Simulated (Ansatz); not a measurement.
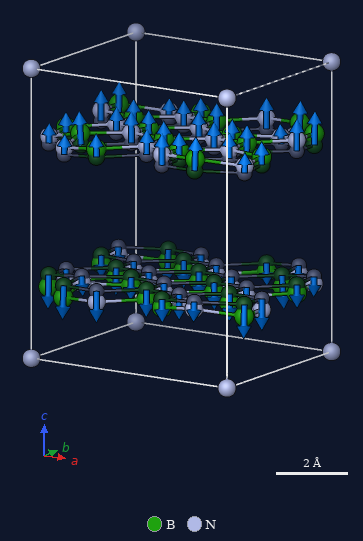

A relaxation of a defect cell of composition B24N25 (cell charge −2). The starting structure is drawn faded, the final one solid; blue arrows show the displacements, 3 times their true length.

The picture is a ball-and-stick view of the cell of the calculation, reduced to other axes, seen slightly off an axis. Lengths and directions refer to the drawn axes.

Case: N interstitial, charge -2, atoms relaxed at the host's cell.

Level of theory: Ansatz 0.2.0, DFT PBE, scalar-relativistic, plane waves, PAW. Settings: plane-wave cutoff 420 eV; k-point mesh 2 × 2 × 2; occupations gaussian; smearing width 0.01 eV; collinear spin; atoms relaxed in a fixed cell; force threshold 0.025 eV/Å; at most 45 steps.

Q: What did the optimiser do to the structure, and how much energy did it gain?

A: Over 5 geometry steps the energy falls by 0.351 eV per cell of the calculation. The largest force component goes from 0.7 to 0.0044 eV/Å. The largest moves, 0.34 Å, are those of B atoms. By element the largest moves are B 0.34 Å, N 0.31 Å. The lattice vectors keep their values. Among the contacts that change: B–N 1.460 → 1.477 Å, B–N 1.437 → 1.421 Å, B–N 1.455 → 1.460 Å. Bond angles that change, for instance: B–N–B 118.2° → 114.2°.

Limits of the set-up: the periodic images lie only 8.3 Å apart, so the values are limited by the cell's size; the cell is charged, on a uniform background, and energies carry no finite-size correction.
